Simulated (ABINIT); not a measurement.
# Run report: Si$_{3}$C, phonon calculation (part 3 of 4)

Si$_{3}$C (P1, 4 atoms in the cell); Kohn-Sham DFT of a periodic cell, PBE with D3(BJ), JTH PAW PBE v2.0, no spin polarisation (ABINIT 10.8.3); cutoff 380.96 eV, 8×8×4 k-mesh, fermi-dirac of 0.05 eV. The structure was built on a prototype by a generator; it need not be a known phase. The settings are looser than a standard set-up, so the numbers are not reference values.

Geometry of the input (Å; fractional positions):
```
3.1532  0.0000  0.0000
-1.5766  2.7308  0.0000
0.0000  0.0000  4.4426
Si 0.4998  -0.0115  0.4946
Si 0.0060  0.5128  0.4981
Si 0.4988  0.4839  0.5019
C  0.0083  0.0059  0.4979
```

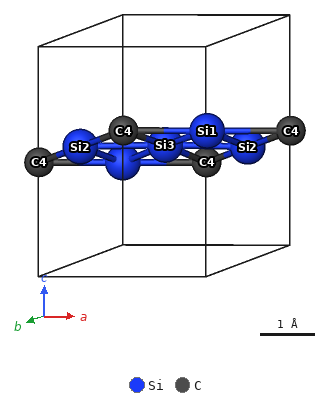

**Figure 1.** The structure (ball-and-stick view of the cell of the calculation, seen at an oblique angle; atoms are numbered from 1 in the order of the input). An atom can appear more than once, as a periodic image.

## Log, continued
```
     iter   2DEtotal(Ha)        deltaE(Ha) residm    vres2
-ETOT  1   118.93740449134     -4.388E+01 1.608E-02 3.199E+04
 ETOT  2   100.59312334424     -1.834E+01 6.694E-03 5.072E+02
 ETOT  3   100.33725544646     -2.559E-01 6.518E-04 3.234E+01
 ETOT  4   100.32346570436     -1.379E-02 3.850E-05 2.172E+00
 ETOT  5   100.32311173679     -3.540E-04 9.594E-07 3.094E-01
 ETOT  6   100.32306407052     -4.767E-05 9.912E-08 2.024E-02
 ETOT  7   100.32306174132     -2.329E-06 5.088E-09 1.959E-03
 ETOT  8   100.32306162287     -1.184E-07 6.217E-10 1.846E-04
 ETOT  9   100.32306161456     -8.314E-09 4.301E-11 1.753E-05
 ETOT 10   100.32306161434     -2.137E-10 6.933E-12 1.704E-06
 ETOT 11   100.32306161422     -1.212E-10 5.689E-13 1.430E-07

 At SCF step   11       vres2   =  1.43E-07 < tolvrs=  1.00E-06 =>converged.
================================================================================

 ----iterations are completed or convergence reached----

 Mean square residual over all n,k,spin=   28.241E-15; max=  56.894E-14

 2DEtotal=    0.1003230616E+03 Ha. Also 2DEtotal=    0.272992957896E+04 eV
    (2DErelax=   -6.2492454341E+01 Ha. 2DEnonrelax=    1.6281551595E+02 Ha)
    (  non-var. 2DEtotal :    1.0032305128E+02 Ha)

--------------------------------------------------------------------------------
 Perturbation wavevector (in red.coord.)   0.000000  0.000000  0.000000
 Perturbation : displacement of atom   3   along direction   3
 The set of symmetries contains only one element for this perturbation.
 symkpt : not enough symmetry to change the number of k points.

--------------------------------------------------------------------------------

--------------------------------------------------------------------------------

 dfpt_looppert : total number of electrons, from k and k+q
  fully or partially occupied states are    1.600000E+01 and    1.600000E+01.
 Initialisation of the first-order wave-functions :
  ireadwf=   0

--- !BeginCycle
iteration_state: {dtset: 2, }
solver: {iscf: 7, nstep: 80, nline: 4, wfoptalg: 10, }
tolerances: {tolvrs: 1.00E-06, }
...

     iter   2DEtotal(Ha)        deltaE(Ha) residm    vres2
-ETOT  1   111.07003657482      5.143E+01 5.746E-02 6.779E+05
 ETOT  2  -49.757621324458     -1.608E+02 1.231E-02 3.235E+04
 ETOT  3  -56.828939488481     -7.071E+00 1.236E-03 1.112E+03
 ETOT  4  -57.058184553564     -2.292E-01 4.257E-05 3.657E+01
 ETOT  5  -57.060524082762     -2.340E-03 2.563E-06 3.023E+00
 ETOT  6  -57.060588985976     -6.490E-05 9.302E-08 2.852E-01
 ETOT  7  -57.060591863962     -2.878E-06 3.411E-09 2.873E-02
 ETOT  8  -57.060592039842     -1.759E-07 8.043E-11 2.774E-03
 ETOT  9  -57.060592070818     -3.098E-08 3.400E-11 2.566E-04
 ETOT 10  -57.060592072907     -2.088E-09 7.378E-12 2.609E-05
 ETOT 11  -57.060592072866      4.059E-11 9.584E-14 2.978E-06
 ETOT 12  -57.060592072922     -5.531E-11 7.960E-14 2.695E-07

 At SCF step   12       vres2   =  2.69E-07 < tolvrs=  1.00E-06 =>converged.
================================================================================

 ----iterations are completed or convergence reached----

 Mean square residual over all n,k,spin=   11.413E-15; max=  79.600E-15

 2DEtotal=   -0.5706059207E+02 Ha. Also 2DEtotal=   -0.155269781032E+04 eV
    (2DErelax=   -1.1670318308E+02 Ha. 2DEnonrelax=    5.9642591011E+01 Ha)
    (  non-var. 2DEtotal :   -5.7060562333E+01 Ha)

--------------------------------------------------------------------------------
 Perturbation wavevector (in red.coord.)   0.000000  0.000000  0.000000
 Perturbation : displacement of atom   4   along direction   1
 The set of symmetries contains only one element for this perturbation.
 symkpt : not enough symmetry to change the number of k points.

--------------------------------------------------------------------------------

--------------------------------------------------------------------------------

 dfpt_looppert : total number of electrons, from k and k+q
  fully or partially occupied states are    1.600000E+01 and    1.600000E+01.
 Initialisation of the first-order wave-functions :
  ireadwf=   0

--- !BeginCycle
iteration_state: {dtset: 2, }
solver: {iscf: 7, nstep: 80, nline: 4, wfoptalg: 10, }
tolerances: {tolvrs: 1.00E-06, }
...

     iter   2DEtotal(Ha)        deltaE(Ha) residm    vres2
-ETOT  1   170.12977933389     -1.421E+02 1.443E-02 2.077E+05
 ETOT  2   47.962119276278     -1.222E+02 7.617E-03 2.063E+03
 ETOT  3   46.901817449715     -1.060E+00 7.296E-04 6.000E+01
 ETOT  4   46.881107257867     -2.071E-02 3.954E-05 5.150E+00
 ETOT  5   46.880335187427     -7.721E-04 2.951E-06 5.347E-01
 ETOT  6   46.880286664241     -4.852E-05 1.719E-07 5.040E-02
 ETOT  7   46.880283594052     -3.070E-06 3.008E-08 5.334E-03
 ETOT  8   46.880283515412     -7.864E-08 3.942E-09 5.408E-04
 ETOT  9   46.880283494481     -2.093E-08 3.673E-10 4.660E-05
 ETOT 10   46.880283493322     -1.158E-09 5.429E-11 4.451E-06
 ETOT 11   46.880283493099     -2.232E-10 9.629E-12 3.754E-07

 At SCF step   11       vres2   =  3.75E-07 < tolvrs=  1.00E-06 =>converged.
================================================================================

 ----iterations are completed or convergence reached----

 Mean square residual over all n,k,spin=   54.186E-15; max=  96.290E-13

 2DEtotal=    0.4688028349E+02 Ha. Also 2DEtotal=    0.127567750145E+04 eV
    (2DErelax=   -2.6539360364E+02 Ha. 2DEnonrelax=    3.1227388714E+02 Ha)
    (  non-var. 2DEtotal :    4.6880249775E+01 Ha)

--------------------------------------------------------------------------------
 Perturbation wavevector (in red.coord.)   0.000000  0.000000  0.000000
 Perturbation : displacement of atom   4   along direction   2
 The set of symmetries contains only one element for this perturbation.
 symkpt : not enough symmetry to change the number of k points.

--------------------------------------------------------------------------------

--------------------------------------------------------------------------------

 dfpt_looppert : total number of electrons, from k and k+q
  fully or partially occupied states are    1.600000E+01 and    1.600000E+01.
 Initialisation of the first-order wave-functions :
  ireadwf=   0

--- !BeginCycle
iteration_state: {dtset: 2, }
solver: {iscf: 7, nstep: 80, nline: 4, wfoptalg: 10, }
tolerances: {tolvrs: 1.00E-06, }
...

     iter   2DEtotal(Ha)        deltaE(Ha) residm    vres2
-ETOT  1   169.43493679165     -1.432E+02 1.666E-02 2.063E+05
 ETOT  2   48.287424393571     -1.211E+02 7.397E-03 2.110E+03
 ETOT  3   47.198731878088     -1.089E+00 7.191E-04 6.001E+01
 ETOT  4   47.178103345406     -2.063E-02 3.947E-05 5.246E+00
 ETOT  5   47.177291941436     -8.114E-04 1.311E-06 6.538E-01
 ETOT  6   47.177217981289     -7.396E-05 8.617E-08 5.887E-02
 ETOT  7   47.177213587627     -4.394E-06 1.371E-08 6.133E-03
 ETOT  8   47.177213363458     -2.242E-07 2.011E-09 6.285E-04
 ETOT  9   47.177213351814     -1.164E-08 1.619E-10 5.825E-05
 ETOT 10   47.177213351285     -5.284E-10 1.624E-11 5.190E-06
 ETOT 11   47.177213351046     -2.394E-10 2.691E-12 4.180E-07

 At SCF step   11       vres2   =  4.18E-07 < tolvrs=  1.00E-06 =>converged.
================================================================================

 ----iterations are completed or convergence reached----

 Mean square residual over all n,k,spin=   66.044E-15; max=  26.911E-13

 2DEtotal=    0.4717721335E+02 Ha. Also 2DEtotal=    0.128375737450E+04 eV
    (2DErelax=   -2.6547537259E+02 Ha. 2DEnonrelax=    3.1265258594E+02 Ha)
    (  non-var. 2DEtotal :    4.7177171285E+01 Ha)

--------------------------------------------------------------------------------
 Perturbation wavevector (in red.coord.)   0.000000  0.000000  0.000000
 Perturbation : displacement of atom   4   along direction   3
 The set of symmetries contains only one element for this perturbation.
 symkpt : not enough symmetry to change the number of k points.

--------------------------------------------------------------------------------

--------------------------------------------------------------------------------

 dfpt_looppert : total number of electrons, from k and k+q
  fully or partially occupied states are    1.600000E+01 and    1.600000E+01.
 Initialisation of the first-order wave-functions :
  ireadwf=   0

--- !BeginCycle
iteration_state: {dtset: 2, }
solver: {iscf: 7, nstep: 80, nline: 4, wfoptalg: 10, }
tolerances: {tolvrs: 1.00E-06, }
...

     iter   2DEtotal(Ha)        deltaE(Ha) residm    vres2
-ETOT  1   388.68826604959     -8.666E+01 6.149E-02 1.527E+06
 ETOT  2 -0.53601506840862     -3.892E+02 2.776E-02 6.747E+04
 ETOT  3  -15.993853702295     -1.546E+01 2.705E-03 2.127E+03
 ETOT  4  -16.399020061070     -4.052E-01 7.820E-05 7.884E+01
 ETOT  5  -16.405901546658     -6.881E-03 4.920E-06 5.583E+00
 ETOT  6  -16.405984990311     -8.344E-05 8.835E-08 5.392E-01
 ETOT  7  -16.405987909575     -2.919E-06 2.069E-09 5.064E-02
 ETOT  8  -16.405988334826     -4.253E-07 3.400E-10 4.298E-03
 ETOT  9  -16.405988345406     -1.058E-08 5.361E-12 3.906E-04
 ETOT 10  -16.405988347164     -1.758E-09 1.500E-12 3.350E-05
 ETOT 11  -16.405988347196     -3.183E-11 5.754E-14 3.129E-06
 ETOT 12  -16.405988347152      4.388E-11 3.675E-14 2.846E-07

 At SCF step   12       vres2   =  2.85E-07 < tolvrs=  1.00E-06 =>converged.
================================================================================

 ----iterations are completed or convergence reached----

 Mean square residual over all n,k,spin=   75.055E-16; max=  36.748E-15

 2DEtotal=   -0.1640598835E+02 Ha. Also 2DEtotal=   -0.446429685661E+03 eV
    (2DErelax=   -4.9175118943E+02 Ha. 2DEnonrelax=    4.7534520108E+02 Ha)
    (  non-var. 2DEtotal :   -1.6405926372E+01 Ha)

================================================================================

 ---- first-order wavefunction calculations are completed ----

 ==> Compute Derivative Database <==

  Dynamical matrix, in cartesian coordinates,
   if specified in the inputs, asr has been imposed
     j1       j2             matrix element
  dir pert dir pert     real part    imaginary part

   1    1   1    1         1.5249608125        -0.0000000000
   1    1   2    1         0.0145138756        -0.0000000000
   1    1   3    1        -0.0040438950         0.0000000000
   1    1   1    2        -0.3884158616         0.0000000000
   1    1   2    2        -1.0868582791         0.0000000000
   1    1   3    2         0.0029675542        -0.0000000000
   1    1   1    3        -0.3762369756        -0.0000000000
   1    1   2    3         1.0757870089        -0.0000000000
   1    1   3    3         0.0012650404         0.0000000000
   1    1   1    4        -0.7603079754         0.0000000000
   1    1   2    4        -0.0034426054         0.0000000000
   1    1   3    4        -0.0001886997        -0.0000000000

   2    1   1    1         0.0143375204        -0.0000000000
   2    1   2    1         3.2713265759        -0.0000000000
   2    1   3    1        -0.0021192840         0.0000000000
   2    1   1    2        -1.0294278682         0.0000000000
   2    1   2    2        -1.5763771063         0.0000000000
   2    1   3    2         0.0037983091        -0.0000000000
   2    1   1    3         1.0160995954        -0.0000000000
   2    1   2    3        -1.5840260801         0.0000000000
   2    1   3    3        -0.0019450053         0.0000000000
   2    1   1    4        -0.0010092477         0.0000000000
   2    1   2    4        -0.1109233895         0.0000000000
   2    1   3    4         0.0002659802        -0.0000000000

   3    1   1    1        -0.0040982282         0.0000000000
   3    1   2    1        -0.0021041332         0.0000000000
   3    1   3    1        -0.8098784636        -0.0000000000
   3    1   1    2         0.0025465320        -0.0000000000
   3    1   2    2         0.0051222039        -0.0000000000
   3    1   3    2         0.3743879655         0.0000000000
   3    1   1    3         0.0021600971         0.0000000000
   3    1   2    3        -0.0024591706         0.0000000000
   3    1   3    3         0.3696388528         0.0000000000
   3    1   1    4        -0.0006084009        -0.0000000000
   3    1   2    4        -0.0005589000        -0.0000000000
   3    1   3    4         0.0658516453         0.0000000000

   1    2   1    1        -0.3884158944        -0.0000000000
   1    2   2    1        -1.0294278885        -0.0000000000
   1    2   3    1         0.0025465199         0.0000000000
   1    2   1    2         2.8333565271         0.0000000000
   1    2   2    2         0.7801735308         0.0000000000
   1    2   3    2        -0.0057940331        -0.0000000000
   1    2   1    3        -2.1733013977        -0.0000000000
   1    2   2    3        -0.0423461325        -0.0000000000
   1    2   3    3         0.0035876801         0.0000000000
   1    2   1    4        -0.2716392350        -0.0000000000
   1    2   2    4         0.2916004902         0.0000000000
   1    2   3    4        -0.0003401668         0.0000000000

   2    2   1    1        -1.0868583031        -0.0000000000
   2    2   2    1        -1.5763771001        -0.0000000000
   2    2   3    1         0.0051222172         0.0000000000
   2    2   1    2         0.7802542921         0.0000000000
   2    2   2    2         1.9660648855         0.0000000000
   2    2   3    2        -0.0054807945        -0.0000000000
   2    2   1    3         0.0174529813        -0.0000000000
   2    2   2    3         0.2195621002        -0.0000000000
   2    2   3    3         0.0001625437         0.0000000000
   2    2   1    4         0.2891510297         0.0000000000
   2    2   2    4        -0.6092498855         0.0000000000
   2    2   3    4         0.0001960336         0.0000000000

   3    2   1    1         0.0029675393         0.0000000000
   3    2   2    1         0.0037983041         0.0000000000
   3    2   3    1         0.3743879022        -0.0000000000
   3    2   1    2        -0.0058082774        -0.0000000000
   3    2   2    2        -0.0055203326        -0.0000000000
   3    2   3    2        -0.8099155378        -0.0000000000
   3    2   1    3         0.0026502851         0.0000000000
   3    2   2    3         0.0013166995         0.0000000000
   3    2   3    3         0.3668887155         0.0000000000
   3    2   1    4         0.0001904530         0.0000000000
   3    2   2    4         0.0004053290         0.0000000000
   3    2   3    4         0.0686389201         0.0000000000

   1    3   1    1        -0.3762370188         0.0000000000
   1    3   2    1         1.0160996132         0.0000000000
   1    3   3    1         0.0021600683        -0.0000000000
   1    3   1    2        -2.1733014272         0.0000000000
   1    3   2    2         0.0174529770         0.0000000000
   1    3   3    2         0.0026503031        -0.0000000000
   1    3   1    3         2.8314027629        -0.0000000000
   1    3   2    3        -0.7345593791        -0.0000000000
   1    3   3    3        -0.0031563200         0.0000000000
   1    3   1    4        -0.2818643170        -0.0000000000
   1    3   2    4        -0.2989932111        -0.0000000000
   1    3   3    4        -0.0016540514        -0.0000000000

   2    3   1    1         1.0757870089         0.0000000000
   2    3   2    1        -1.5840260516        -0.0000000000
   2    3   3    1        -0.0024591738        -0.0000000000
   2    3   1    2        -0.0423461261         0.0000000000
   2    3   2    2         0.2195620861         0.0000000000
   2    3   3    2         0.0013167128        -0.0000000000
   2    3   1    3        -0.7344815486        -0.0000000000
   2    3   2    3         1.9754172553         0.0000000000
   2    3   3    3         0.0044985191        -0.0000000000
   2    3   1    4        -0.2989593343        -0.0000000000
   2    3   2    4        -0.6109532897        -0.0000000000
   2    3   3    4        -0.0033560580         0.0000000000

   3    3   1    1         0.0012650137        -0.0000000000
   3    3   2    1        -0.0019450209        -0.0000000000
   3    3   3    1         0.3696388732        -0.0000000000
   3    3   1    2         0.0035876806        -0.0000000000
   3    3   2    2         0.0001625563        -0.0000000000
   3    3   3    2         0.3668888056        -0.0000000000
   3    3   1    3        -0.0031605533         0.0000000000
   3    3   2    3         0.0044774854        -0.0000000000
   3    3   3    3        -0.8077266262         0.0000000000
   3    3   1    4        -0.0016921409        -0.0000000000
   3    3   2    4        -0.0026950208         0.0000000000
   3    3   3    4         0.0711989473         0.0000000000

   1    4   1    1        -0.7603081971        -0.0000000000
   1    4   2    1        -0.0010092209        -0.0000000000
   1    4   3    1        -0.0006084032         0.0000000000
   1    4   1    2        -0.2716393695         0.0000000000
   1    4   2    2         0.2891509911        -0.0000000000
   1    4   3    2         0.0001904490        -0.0000000000
   1    4   1    3        -0.2818645186         0.0000000000
   1    4   2    3        -0.2989593754         0.0000000000
   1    4   3    3        -0.0016921679         0.0000000000
   1    4   1    4         1.3138120852         0.0000000000
   1    4   2    4         0.0108176052         0.0000000000
   1    4   3    4         0.0021101220        -0.0000000000
```
